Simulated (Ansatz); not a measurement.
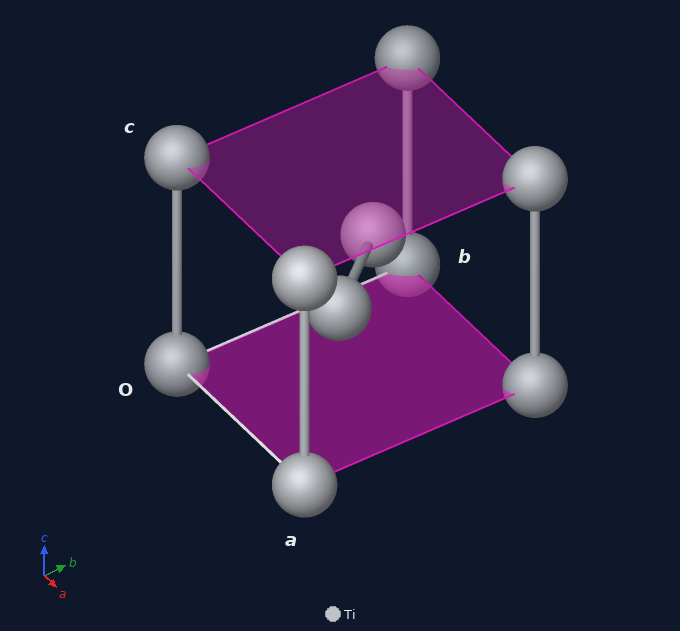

For Ti, the input geometry of an electronic-structure calculation (not necessarily at equilibrium); the starting structure was generated, so it need not be a known form of this composition: every member of one family of equally spaced planes, hx + ky + lz = a whole number, that cuts the unit cell is shaded (one member passes through the origin O). Geometry calculated from the standardised cell; symmetry tolerance 0.002 Å.

a = 4.605 Å, b = 4.605 Å, c = 2.801 Å, α = 90.00°, β = 90.00°, γ = 120.00°.

Index the planes.

Answer. (0 0 1), in four indices (0 0 0 1); the opposite sign names the same planes. The member next to the origin meets the axes a never, b never, c at 1.

What is the spacing?

Answer. d = 2.801 Å.

Which atoms of the cell lie in these planes (within 0.03 Å)?

Answer. 1 of the 3 Ti.

The space group is P6/mmm, No. 191. How many reflections hkl are equivalent to this one (itself included), and does it occur?

Answer. 2 reflections are equivalent in the Laue class 6/mmm. The space group allows the reflection.
